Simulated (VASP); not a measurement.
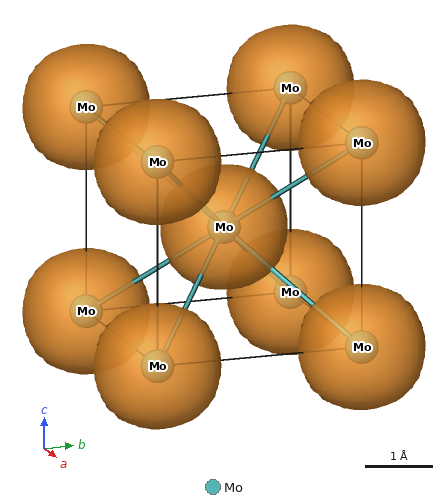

The picture shows: Mo. Isosurface of the valence pseudo-density at 0.8 e/Å³ (orange), seen slightly off an axis. Sticks mark near contacts.

Space group I4/mmm; a structure from a database of computed crystals, not necessarily the ambient phase; changed on purpose from its base cell (strain = 0.02); computed pressure about −11 GPa in this cell.

The calculation used Kohn-Sham DFT of a periodic cell, PBE, VASP PAW PBE potentials, recommended (VASP).

What does this surface tell about the bonding?

At this value the density breaks into separate islands; it holds about 70 % of the electrons treated as valence. It bridges none of the near contacts. It is pinched off along the shortest Mo–Mo (2.78 Å) contacts. On the grid the lowest density along these lines, outside the cores, is 0.35 e/Å³ (Mo–Mo, 2.78 Å).
